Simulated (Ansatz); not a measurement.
# Run report: MgO, molecular dynamics (part 5 of 5)

MgO (Fm-3m, 16 atoms in the cell); DFT PBEsol, scalar-relativistic, plane waves, PAW, no spin polarisation (Ansatz 0.2.0); cutoff 420 eV, 2×2×2 k-mesh, Fermi–Dirac smearing of 0.05 eV. The structure derives from an entry of the Crystallography Open Database. It belongs to a series of runs on one base structure; here: dynamics from the start.

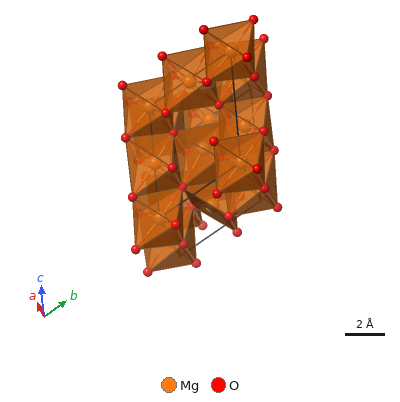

*The geometry at step 174 of the log (polyhedral view of the cell of the calculation, seen at an oblique angle; polyhedra are completed across the faces of the cell).*

**Trajectory as extended XYZ, continued**
```
16
Lattice="0.0000 4.2181 4.2181 4.2181 0.0000 4.2181 4.2181 4.2181 0.0000" Properties=species:S:1:pos:R:3:forces:R:3 step=155 time_fs=232.5 energy=-19804.46192 temperature=1166.4
Mg   -0.2119   -0.0975    0.1027    0.7464   0.4095  -0.6543
O     2.0581    2.2376    2.2083    0.8606  -1.5989  -0.9068
Mg    2.0004    2.0879   -0.0566    1.1365   0.4424   0.1103
O     4.2192    4.1436    2.1831    0.0594  -0.1357  -1.5539
Mg    2.2795    0.0044    1.9830   -1.6962   0.3151   1.4139
O     4.4214    1.7856    4.3048   -2.5247   1.3974  -0.4235
Mg    4.1384    2.0359    2.0108    0.4570   0.9306   1.7227
O     6.1973    4.2832    4.2516    1.0539  -0.6185   0.1304
Mg   -0.0094    2.0650    2.0239    0.8086   0.3933   0.4185
O     2.3738    4.1716    4.2375   -1.4854   0.5559   0.0716
Mg    2.0535    4.1793    2.1485   -0.0758   0.5184   0.1725
O     4.3215    6.3303    4.1458   -1.3374   1.7567   0.9764
Mg    2.0897    2.2057    4.3539    0.9176  -0.8825  -1.5351
O     4.2086    4.2793    6.4246    0.3500  -0.5248  -0.6131
Mg    4.2325    4.4820    4.0717    1.1204  -2.5604   0.6925
O     6.4002    6.3762    6.3454   -0.3908  -0.3984  -0.0221
16
Lattice="0.0000 4.2181 4.2181 4.2181 0.0000 4.2181 4.2181 4.2181 0.0000" Properties=species:S:1:pos:R:3:forces:R:3 step=159 time_fs=238.5 energy=-19804.38492 temperature=1128.1
Mg   -0.1705   -0.1285    0.0911    0.5163   1.1229  -0.7296
O     2.0612    2.2529    2.2357    0.3588  -1.6318  -0.8398
Mg    1.9940    2.0801   -0.0463    1.8786   0.3766   0.3022
O     4.1349    4.1406    2.2274    0.8345  -0.0318  -2.4687
Mg    2.2253   -0.0370    1.9747   -0.9382   0.5481   1.3424
O     4.4489    1.8035    4.3143   -3.4037   0.7444  -0.0927
Mg    4.1810    2.0594    2.0668   -0.0289   0.5231   1.4511
O     6.2191    4.2619    4.1701    0.9810  -0.2791   0.4972
Mg    0.0025    2.0804    2.0773    0.4502   0.5900  -0.3924
O     2.3636    4.1696    4.2410   -1.5187   0.2623   0.0525
Mg    2.0762    4.1833    2.1225   -0.4838   0.5996   0.3260
O     4.2160    6.3332    4.1987   -0.1732   2.5022   0.5369
Mg    2.1310    2.1834    4.3014    0.7943  -0.6133  -0.8952
O     4.1577    4.3229    6.3481    0.9665  -1.1300  -0.0180
Mg    4.2798    4.5462    4.0402    0.0402  -3.6507   1.8271
O     6.3759    6.3159    6.3811   -0.2740   0.0676  -0.8989
16
Lattice="0.0000 4.2181 4.2181 4.2181 0.0000 4.2181 4.2181 4.2181 0.0000" Properties=species:S:1:pos:R:3:forces:R:3 step=163 time_fs=244.5 energy=-19804.63583 temperature=1256.3
Mg   -0.1216   -0.1434    0.0694    0.3865   1.7688  -0.6311
O     2.0719    2.2336    2.2448   -0.2082  -1.2451  -0.8420
Mg    2.0127    2.0773   -0.0316    1.1981   0.0512   0.5409
O     4.0689    4.1374    2.2205    1.6669   0.2951  -2.0013
Mg    2.1579   -0.0707    1.9852   -0.0274   0.6309   0.9267
O     4.4058    1.8386    4.3211   -2.5058   0.6448  -0.1394
Mg    4.2233    2.0900    2.1431   -0.4416  -0.0679   0.7688
O     6.2613    4.2345    4.0992    0.4319   0.0632   0.7545
Mg    0.0207    2.1041    2.1255   -0.0734   0.6795  -0.9244
O     2.3204    4.1732    4.2455   -1.4654  -0.0002  -0.0552
Mg    2.0921    4.1955    2.1010   -0.8189   0.3196   0.4060
O     4.1065    6.3858    4.2627    0.7975   0.7921  -0.2414
Mg    2.1840    2.1526    4.2365    0.8222  -0.1866  -0.0194
O     4.1271    4.3427    6.2708    1.2122  -1.3558   0.3871
Mg    4.3279    4.5605    4.0340   -0.8741  -2.9743   2.2988
O     6.3457    6.2571    6.3982   -0.1006   0.5845  -1.2285
16
Lattice="0.0000 4.2181 4.2181 4.2181 0.0000 4.2181 4.2181 4.2181 0.0000" Properties=species:S:1:pos:R:3:forces:R:3 step=167 time_fs=250.5 energy=-19804.80585 temperature=1343.6
Mg   -0.0671   -0.1335    0.0387    0.3385   2.0611  -0.3823
O     2.0784    2.1875    2.2354   -0.5829  -0.6550  -0.9055
Mg    2.0479    2.0754   -0.0093    0.0090  -0.2085   0.5968
O     4.0385    4.1405    2.1718    2.1816   0.6294  -0.6438
Mg    2.0899   -0.0955    2.0086    0.6926   0.6214   0.2578
O     4.3098    1.8879    4.3246   -0.7393   0.6954  -0.3375
Mg    4.2594    2.1198    2.2299   -0.7982  -0.5968  -0.3345
O     6.3125    4.2084    4.0447   -0.3381   0.3223   0.9915
Mg    0.0378    2.1372    2.1609   -0.5684   0.5238  -1.0780
O     2.2457    4.1771    4.2487   -1.2545  -0.1483  -0.2280
Mg    2.0966    4.2120    2.0853   -0.8458  -0.1233   0.3790
O     4.0142    6.4548    4.3215    1.7438  -1.3700  -0.9438
Mg    2.2482    2.1191    4.1712    0.4533   0.2010   0.8753
O     4.1224    4.3336    6.2019    1.1951  -1.2171   0.7092
Mg    4.3637    4.5328    4.0598   -1.5647  -1.7977   2.0164
O     6.3134    6.2109    6.3896    0.0781   1.0623  -0.9726
16
Lattice="0.0000 4.2181 4.2181 4.2181 0.0000 4.2181 4.2181 4.2181 0.0000" Properties=species:S:1:pos:R:3:forces:R:3 step=171 time_fs=256.5 energy=-19804.64104 temperature=1258.6
Mg   -0.0079   -0.0953    0.0027    0.0884   1.3400   0.0037
O     2.0730    2.1273    2.2067   -0.5942  -0.0585  -0.8001
Mg    2.0839    2.0708    0.0212   -0.7137  -0.2634   0.4276
O     4.0540    4.1568    2.1089    1.8892   0.6816   0.6353
Mg    2.0313   -0.1115    2.0357    1.0061   0.5755  -0.4153
O     4.1981    1.9520    4.3212    1.3539   0.5801  -0.3571
Mg    4.2843    2.1415    2.3115   -0.9834  -0.7447  -1.7070
O     6.3567    4.1890    4.0117   -0.9281   0.4512   1.2237
Mg    0.0470    2.1774    2.1812   -0.8899   0.0667  -0.8694
O     2.1443    4.1779    4.2469   -0.7181  -0.1481  -0.4199
Mg    2.0896    4.2270    2.0748   -0.3567  -0.4551   0.2642
O     3.9595    6.4968    4.3605    2.5131  -2.1106  -1.3265
Mg    2.3175    2.0883    4.1181   -1.1664   0.4601   1.4007
O     4.1433    4.2984    6.1485    0.9512  -0.8699   1.1298
Mg    4.3778    4.4790    4.1138   -1.7064  -0.8297   1.2284
O     6.2827    6.1875    6.3605    0.2550   1.3249  -0.4182
16
Lattice="0.0000 4.2181 4.2181 4.2181 0.0000 4.2181 4.2181 4.2181 0.0000" Properties=species:S:1:pos:R:3:forces:R:3 step=174 time_fs=261.0 energy=-19804.33245 temperature=1099.9
Mg    0.0373   -0.0536   -0.0245   -0.5159   0.3335   0.3645
O     2.0605    2.0805    2.1738   -0.3422   0.3351  -0.4916
Mg    2.1049    2.0649    0.0482   -0.7999  -0.1708   0.2242
O     4.0927    4.1786    2.0691    1.1708   0.5202   1.2520
Mg    1.9964   -0.1180    2.0528    1.0229   0.5351  -0.7279
O     4.1313    2.0085    4.3136    3.1813   0.4306  -0.1740
Mg    4.2939    2.1510    2.3579   -0.9356  -0.5859  -2.7026
O     6.3775    4.1807    4.0040   -1.0617   0.4558   1.3316
Mg    0.0458    2.2085    2.1883   -0.9832  -0.4587  -0.5553
O     2.0577    4.1765    4.2398    0.1091  -0.0604  -0.5426
Mg    2.0806    4.2342    2.0696    0.2024  -0.5093   0.1395
O     3.9532    6.4993    4.3713    2.7142  -1.9144  -1.4514
Mg    2.3595    2.0692    4.0909   -3.2855   0.5067   1.4018
O     4.1727    4.2593    6.1241    0.6202  -0.4778   1.5659
Mg    4.3726    4.4302    4.1664   -1.4848  -0.2090   0.3809
O     6.2631    6.1883    6.3319    0.3880   1.2692  -0.0150
16
Lattice="0.0000 4.2181 4.2181 4.2181 0.0000 4.2181 4.2181 4.2181 0.0000" Properties=species:S:1:pos:R:3:forces:R:3 step=178 time_fs=267.0 energy=-19804.03039 temperature=945.2
Mg    0.0893    0.0049   -0.0558   -2.0706  -0.7871   0.7721
O     2.0385    2.0251    2.1217    0.2326   0.7484   0.1558
Mg    2.1235    2.0553    0.0865   -0.3945   0.1005  -0.1702
O     4.1643    4.2169    2.0399   -0.1245   0.1513   1.5123
Mg    1.9627   -0.1201    2.0665    1.0106   0.4676  -0.7413
O     4.1038    2.0918    4.3005    3.9300   0.2695  -0.0401
Mg    4.2954    2.1567    2.3852   -0.7016  -0.2275  -3.5448
O     6.3857    4.1781    4.0190   -0.8121   0.3779   1.2801
Mg    0.0321    2.2433    2.1912   -0.9168  -1.3300  -0.1148
O     1.9477    4.1738    4.2200    2.0525   0.0659  -0.5940
Mg    2.0719    4.2378    2.0641    0.8396  -0.3179  -0.0168
O     3.9949    6.4672    4.3584    2.1428  -1.4289  -1.3641
Mg    2.3727    2.0498    4.0718   -4.8336   0.3299   1.2711
O     4.2228    4.1995    6.1224    0.0559   0.3147   2.1342
Mg    4.3476    4.3630    4.2399   -0.9903   0.3858  -0.8828
O     6.2447    6.2128    6.2941    0.5800   0.8799   0.3433
16
Lattice="0.0000 4.2181 4.2181 4.2181 0.0000 4.2181 4.2181 4.2181 0.0000" Properties=species:S:1:pos:R:3:forces:R:3 step=182 time_fs=273.0 energy=-19804.27720 temperature=1072.1
Mg    0.1117    0.0531   -0.0763   -3.4449  -1.1904   0.9493
O     2.0216    1.9857    2.0732    0.8541   0.9803   0.8870
Mg    2.1366    2.0471    0.1222    0.0979   0.3800  -0.8012
O     4.2332    4.2584    2.0425   -1.4063  -0.2428   1.1825
Mg    1.9437   -0.1156    2.0701    1.1644   0.3893  -0.4085
O     4.1557    2.1803    4.2857    1.6430  -0.2681  -0.3381
Mg    4.2868    2.1591    2.3629   -0.4729   0.0285  -3.4084
O     6.3767    4.1836    4.0613   -0.2694   0.2431   0.9948
Mg    0.0055    2.2591    2.1922   -0.6671  -2.1298   0.0971
O     1.8824    4.1722    4.1877    3.9245   0.0869  -0.4143
Mg    2.0748    4.2370    2.0585    1.1233  -0.0225  -0.0585
O     4.0822    6.4041    4.3166    0.9978  -0.9121  -0.8962
Mg    2.3208    2.0354    4.0711   -3.3000   0.3352   1.2862
O     4.2740    4.1469    6.1659   -0.4972   1.3158   2.0988
Mg    4.3085    4.3009    4.3013   -0.5107   0.6537  -1.6485
O     6.2389    6.2561    6.2633    0.7636   0.3529   0.4779
16
Lattice="0.0000 4.2181 4.2181 4.2181 0.0000 4.2181 4.2181 4.2181 0.0000" Properties=species:S:1:pos:R:3:forces:R:3 step=186 time_fs=279.0 energy=-19804.91885 temperature=1402.0
Mg    0.0879    0.0849   -0.0835   -2.4501  -1.0629   0.9317
O     2.0229    1.9671    2.0435    1.2760   0.9870   1.3798
Mg    2.1506    2.0441    0.1463    0.1969   0.4976  -1.4656
O     4.2726    4.2947    2.0702   -2.0827  -0.5736   0.4583
Mg    1.9413   -0.1054    2.0678    1.2778   0.3751  -0.0232
O     4.2442    2.2620    4.2637   -0.3705  -1.3129  -0.5524
Mg    4.2714    2.1617    2.2929   -0.2761   0.0628  -2.3258
O     6.3620    4.1944    4.1250    0.3188   0.0649   0.5688
Mg   -0.0305    2.2453    2.1940   -0.2490  -2.2175  -0.1157
O     1.8978    4.1726    4.1468    3.3728   0.1576   0.0451
Mg    2.0932    4.2357    2.0524    0.9900   0.1493   0.0847
O     4.1913    6.3215    4.2559   -0.0961  -0.2453  -0.0954
Mg    2.2216    2.0261    4.0884   -1.6112   0.5777   0.9991
O     4.3147    4.1220    6.2534   -0.9545   1.8396   1.1638
Mg    4.2620    4.2480    4.3402   -0.1571   0.7913  -1.5455
O     6.2494    6.3072    6.2427    0.8150  -0.0907   0.4922
16
Lattice="0.0000 4.2181 4.2181 4.2181 0.0000 4.2181 4.2181 4.2181 0.0000" Properties=species:S:1:pos:R:3:forces:R:3 step=190 time_fs=285.0 energy=-19805.39377 temperature=1645.6
Mg    0.0301    0.1019   -0.0775   -0.4650  -0.5513   0.8184
O     2.0513    1.9696    2.0426    1.3225   0.8000   1.2319
Mg    2.1669    2.0481    0.1501   -0.1521   0.4480  -1.6937
O     4.2686    4.3187    2.1076   -1.7002  -0.8531  -0.3939
Mg    1.9567   -0.0897    2.0651    1.0199   0.4902   0.2688
O     4.3270    2.3153    4.2304   -1.0801  -2.3229  -0.4014
Mg    4.2521    2.1649    2.1903   -0.0476  -0.0822  -0.7770
O     6.3539    4.2065    4.2009    0.7006  -0.1236   0.0578
Mg   -0.0698    2.2010    2.1940    0.3314  -1.3095  -0.6009
O     1.9842    4.1765    4.1075    1.5527   0.2718   0.7459
Mg    2.1254    4.2363    2.0476    0.4702   0.1167   0.3960
O     4.2983    6.2337    4.1933   -1.2809   0.5417   0.8005
Mg    2.0990    2.0249    4.1197   -0.1327   0.7180   0.4101
O     4.3349    4.1353    6.3653   -1.2045   1.3832  -0.2302
Mg    4.2130    4.2064    4.3574    0.0664   0.8464  -1.0975
O     6.2771    6.3566    6.2327    0.5994  -0.3736   0.4652
```

The run was set up as follows.

**Input**
```yaml
accuracy: low
crystal:
  lattice:
    - [0.0, 4.2181, 4.2181]
    - [4.2181, 0.0, 4.2181]
    - [4.2181, 4.2181, 0.0]
  atoms:
    - { symbol: Mg, position: [0.0, 0.0, 0.0] }
    - { symbol: O, position: [0.25, 0.25, 0.25] }
    - { symbol: Mg, position: [0.0, 0.0, 0.5] }
    - { symbol: O, position: [0.25, 0.25, 0.75] }
    - { symbol: Mg, position: [0.0, 0.5, 0.0] }
    - { symbol: O, position: [0.25, 0.75, 0.25] }
    - { symbol: Mg, position: [0.0, 0.5, 0.5] }
    - { symbol: O, position: [0.25, 0.75, 0.75] }
    - { symbol: Mg, position: [0.5, 0.0, 0.0] }
    - { symbol: O, position: [0.75, 0.25, 0.25] }
    - { symbol: Mg, position: [0.5, 0.0, 0.5] }
    - { symbol: O, position: [0.75, 0.25, 0.75] }
    - { symbol: Mg, position: [0.5, 0.5, 0.0] }
    - { symbol: O, position: [0.75, 0.75, 0.25] }
    - { symbol: Mg, position: [0.5, 0.5, 0.5] }
    - { symbol: O, position: [0.75, 0.75, 0.75] }
basis:
  ecutwfc: 420.0
kpoints:
  mp_grid: { grid: [2, 2, 2] }
hamiltonian:
  xc: pbesol
scf:
  occupations: { method: fermi_dirac, width: 0.05 }
  lower_state_search: "off"
md:
  timestep: 1.5
  n_steps: 190
  ensemble: nve
  temperature: 2400.0
  initial_velocities: maxwell_boltzmann
  seed: 825356
```

Command:
```bash
ansatz run input.yaml --threads 1 --pin off --max-ram 3072MiB --backend cpu --events-out ev --progress --plain --runs-dir out
```

**Summary**

```tsv
quantity	value
outcome	finished
mean temperature over the second half	1204 K
trajectory	190 steps, 285 fs
ensemble	nve
temperature in the input	2400.0 K
time step	1.5 fs
space group of the start (tolerance 0.01 Å)	Fm-3m (225)
electrons treated	128
potential energy (free energy of the electrons) (last step)	−19805.3938 eV
Fermi energy (last step)	10.250 eV
largest force (length of the vector) (last step)	2.593 eV/Å
hardware	1 thread of Intel Xeon @ 2.90GHz (Ice Lake), 16 GiB of memory available, shared host
wall time	6.7 min
peak memory	0.55 GiB
```

**Remarks**

The input asks for low accuracy. The k-point mesh is coarse for a cell of this size, so the results may not be converged. So short a trajectory is not equilibrated.
